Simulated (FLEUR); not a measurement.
# Energy of NaI along an even scaling of the cell

System: NaI (2 atoms in the cell).
Method: Kohn-Sham DFT of a periodic cell, PBE, all-electron, no spin polarisation (FLEUR MaX-R8.1 (later development tree)).

The 7 runs differ only in the geometry, by an even scaling of the cell at fixed fractional positions. The structure derives from an entry of the Crystallography Open Database.

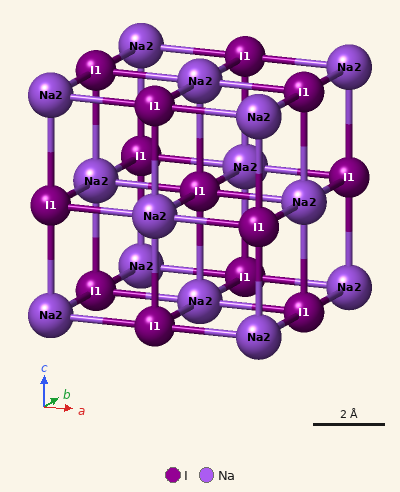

Figure 1. The structure of run 4 (ball-and-stick view of the cell 4 times as large as that of the calculation, set on its symmetry axes, seen slightly off an axis; atoms are numbered from 1 in the order of the input).

## Input of run 4
```
<?xml version="1.0" encoding="UTF-8" standalone="no"?>
<fleurInput fleurInputVersion="0.39">
   <comment>
      NaI                                                                                                 
   </comment>
   <calculationSetup>
      <cutoffs Kmax="3.8" Gmax="11.8" GmaxXC="11.8" numbands="0"/>
      <scfLoop itmax="60" minDistance="0.00001" maxIterBroyd="15" imix="Anderson" alpha="0.05" precondParam="0.0" spinf="2.0" sdNocoIR="T"/>
      <coreElectrons ctail="T" frcor="F" kcrel="0" coretail_lmax="0"/>
      <xcFunctional name="pbe" relativisticCorrections="F"/>
      <magnetism jspins="1"/>
      <soc l_soc="F" theta="0.0" phi="0.0" spav="F"/>
      <expertModes spex="0" secvar="F"/>
      <geometryOptimization l_f="T" forcealpha="1.0" forcemix="BFGS" epsdisp="0.0005" epsforce="0.0002"/>
      <ldaU l_linMix="F" mixParam="0.05" spinf="1.0"/>
   </calculationSetup>
   <cell>
      <bzIntegration valenceElectrons="32.0" mode="hist" fermiSmearingEnergy="0.00183747">
         <kPointListSelection listName="default-1"/>
         <!-- k-points included here -->
         <xi:include xmlns:xi="http://www.w3.org/2001/XInclude" href="kpts.xml"> </xi:include>
      </bzIntegration>
      <!-- symmetry operations included here -->
      <xi:include xmlns:xi="http://www.w3.org/2001/XInclude" href="sym.xml"> </xi:include>
      <bulkLattice scale="1.0">
         <bravaisMatrix>
            <row-1>    0.0000000000000000     6.1159096296554400     6.1159096296554400</row-1>
            <row-2>    6.1159096296554400     0.0000000000000000     6.1159096296554400</row-2>
            <row-3>    6.1159096296554400     6.1159096296554400     0.0000000000000000</row-3>
         </bravaisMatrix>
      </bulkLattice>
   </cell>
   <atomSpecies>
      <species name="Iodine (I)" element="I" atomicNumber="53">
         <mtSphere radius="2.66" gridPoints="879" logIncrement="0.015"/>
         <atomicCutoffs lmax="11" lnonsphr="8"/>
         <electronConfig flipSpins="F">
            <coreConfig>(1s1/2) (2s1/2) (2p1/2) (2p3/2) (3s1/2) (3p1/2) (3p3/2) (4s1/2) (3d3/2) (3d5/2)</coreConfig>
            <valenceConfig>(4p1/2) (4p3/2) (5s1/2) (4d3/2) (4d5/2) (5p1/2) (5p3/2)</valenceConfig>
            <stateOccupation state="(5p1/2)" spinUp="0.833333" spinDown="0.833333"/>
            <stateOccupation state="(5p3/2)" spinUp="1.666667" spinDown="1.666667"/>
         </electronConfig>
         <energyParameters s="5" p="5" d="5" f="4"/>
         <lo type="SCLO" l="1" n="4" eDeriv="0"/>
         <lo type="SCLO" l="1" n="4" eDeriv="1"/>
         <lo type="SCLO" l="2" n="4" eDeriv="0"/>
         <lo type="SCLO" l="2" n="4" eDeriv="1"/>
         <lo type="SCLO" l="0" n="5" eDeriv="2"/>
         <lo type="SCLO" l="3" n="4" eDeriv="2"/>
      </species>
      <species name="Sodium (Na)" element="Na" atomicNumber="11">
         <mtSphere radius="2.66" gridPoints="879" logIncrement="0.013"/>
         <atomicCutoffs lmax="11" lnonsphr="8"/>
         <electronConfig flipSpins="F">
            <coreConfig>(1s1/2)</coreConfig>
            <valenceConfig>(2s1/2) (2p1/2) (2p3/2) (3s1/2)</valenceConfig>
            <stateOccupation state="(3s1/2)" spinUp="0.500000" spinDown="0.500000"/>
         </electronConfig>
         <energyParameters s="3" p="2" d="3" f="4"/>
         <lo type="SCLO" l="0" n="2" eDeriv="0"/>
         <lo type="HELO" l="1" n="3" eDeriv="0"/>
         <lo type="HELO" l="1" n="3" eDeriv="1"/>
         <lo type="SCLO" l="2" n="3" eDeriv="2"/>
         <lo type="SCLO" l="3" n="4" eDeriv="2"/>
      </species>
   </atomSpecies>
   <atomGroups>
      <atomGroup species="Iodine (I)">
         <relPos label="                   1">1.000/2.000 1.000/2.000 1.000/2.000</relPos>
         <force calculate="T" relaxXYZ="TTT"/>
      </atomGroup>
      <atomGroup species="Sodium (Na)">
         <relPos label="                   2">.0000000000 .0000000000 .0000000000</relPos>
         <force calculate="T" relaxXYZ="TTT"/>
      </atomGroup>
   </atomGroups>
   <output dos="F" band="F" slice="F">
      <checks vchk="F" cdinf="F"/>
      <bandDOS minEnergy="-.5*Htr" maxEnergy="0.5*Htr" sigma="0.015" storeEVData="T"/>
      <vacuumDOS vacdos="F" integ="F" star="F" nstars="0" locx1="0.0" locy1="0.0" locx2="0.0" locy2="0.0" nstm="0" tworkf="0.0"/>
      <unfoldingBand unfoldBand="F" supercellX="1" supercellY="1" supercellZ="1"/>
      <plotting iplot="0" polar="F">
         <plot TwoD="T" vec1="  1.0  0.0  0.0" vec2="  0.0  1.0  0.0" vec3="  0.0  0.0  1.0" zero="  0.0  0.0  0.0" file="plot"/>
      </plotting>
      <chargeDensitySlicing numkpt="0" minEigenval="0.0" maxEigenval="0.0" nnne="0" pallst="F"/>
      <specialOutput eonly="F"/>
      <moessbauerParams electricFieldGradient="T" isomerShift="T" coreHyperfine="T" valenceHyperfine="T"/>
      <magneticCircularDichroism mcd="F" energyLo="-10.0" energyUp="0.0"/>
   </output>
  <!-- We include the file relax.xml here to enable relaxations (see documentation) -->
  <xi:include xmlns:xi="http://www.w3.org/2001/XInclude" href="relax.xml"> <xi:fallback/> </xi:include>
</fleurInput>
```

Command:
```bash
inpgen -f crystal.txt -profile fastHighL; fleur_MPI
```

Lattice vectors (Å) and fractional positions of run 4:
```
   0.000000    3.236400    3.236400
   3.236400    0.000000    3.236400
   3.236400    3.236400    0.000000
I   0.500000  0.500000  0.500000
Na  0.000000  0.000000  0.000000
```

Run 2 has the same physical settings and fractional positions; its lattice vectors (Å) are:
```
   0.000000    3.192660    3.192660
   3.192660    0.000000    3.192660
   3.192660    3.192660    0.000000
```

## Results, with one run withheld

| run | volume per atom (Å³) | free energy per atom, from the lowest run given (meV) | gap on the mesh (eV) |
| --- | --- | --- | --- |
| 1 | 31.865 | 13.95 | 3.82 |
| 2 | 32.543 | ? | ? |
| 3 | 33.221 | 3.73 | 3.70 |
| 4 | 33.899 | 1.12 | 3.64 |
| 5 | 34.577 | 0.00 | 3.59 |
| 6 | 35.255 | 0.18 | 3.54 |
| 7 | 35.933 | 1.50 | 3.50 |

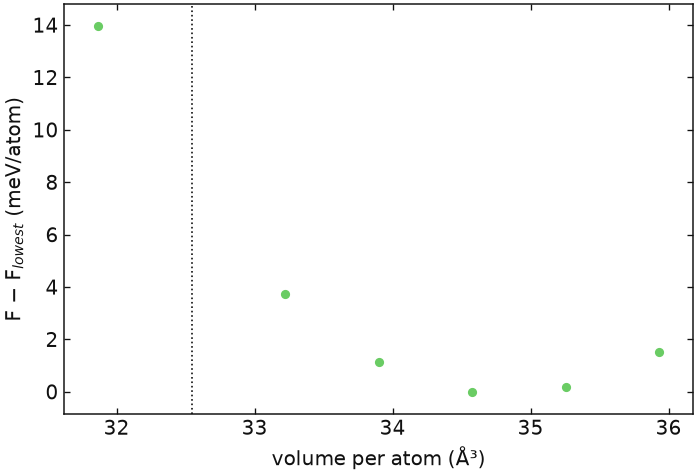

Figure 2. Free energy per atom of the runs given; the dotted line marks run 2.

Fit the runs given and predict run 2.

A cubic polynomial in V^(−2/3) (the Birch–Murnaghan form), fitted to the 6 runs given, misses them by at most 0.01 meV per atom. With x = V^(−2/3) − 0.09513 Å⁻², it reads F = 0.69181 + 1146.8 x + 4.2752e+05 x² + 1.4407e+06 x³ (meV per atom). At run 2 it gives 7.93 meV per atom, and the run itself gives 7.92. The fit has its minimum at 34.821 Å³ per atom, where V d²F/dV² gives 15.2 GPa: the bulk modulus at this level, since symmetry fixes the shape and the positions. The gap on the mesh goes, without turning, from 3.82 eV in run 1 to 3.50 eV in run 7; run 2 has 3.76 eV. These are gaps of this functional on this mesh, which can miss the band edges; they aren't the measured gap.

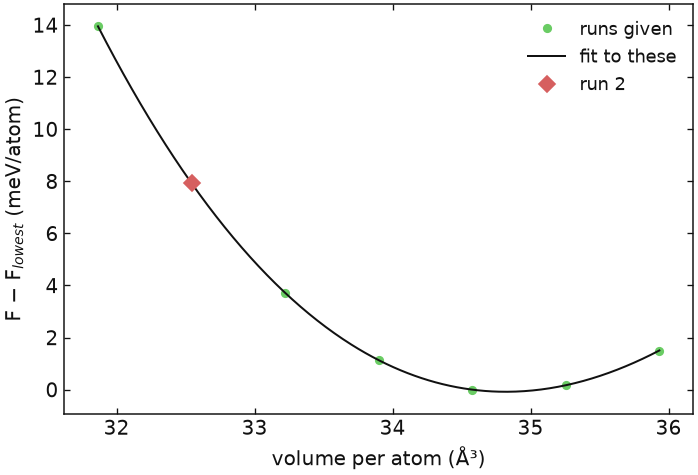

Figure 3. The fit and the withheld run.

## Output (run 2)
```
Welcome to FLEUR        (www.flapw.de)
      MaX-Release 8.1          (www.max-centre.eu)

 ========== k-point set info ==========
 Selected k-point list: default-1
 k-point list type: mesh
 7 x 7 x 7
 Number of k points: 20

 ------------Calculation Setup---------------------------
 Number of MPI-tasks      :            1
 Number of PE/node        :            1
 Number of OMP-threads    :            1
 Most efficient MPI parallelization for:
           1           2           4           5          10          20
 Additional eigenvalue parallelization possible
 Number of basis functions:          502
 Approximate size of matrices (H+S) per k-point:         0.004 GB
 --------------------------------------------------------

 Iteration:     1   Distance:       3.78751544 me/bohr^3

 Iteration:     2   Distance:       3.57347140 me/bohr^3

 Iteration:     3   Distance:       1.24355543 me/bohr^3

 Iteration:     4   Distance:       0.49213328 me/bohr^3

 Iteration:     5   Distance:       0.44495284 me/bohr^3

 Iteration:     6   Distance:       0.04401900 me/bohr^3

 Iteration:     7   Distance:       0.04257125 me/bohr^3

 Iteration:     8   Distance:       0.00815344 me/bohr^3

 Iteration:     9   Distance:       0.00185923 me/bohr^3

 Iteration:    10   Distance:       0.00159366 me/bohr^3

 Iteration:    11   Distance:       0.00028753 me/bohr^3

 Iteration:    12   Distance:       0.00005851 me/bohr^3

 Iteration:    13   Distance:       0.00003298 me/bohr^3

 Iteration:    14   Distance:       0.00000170 me/bohr^3

 ********************************************************************
 Run finished successfully
 Stop message:
   all done
 ********************************************************************
```
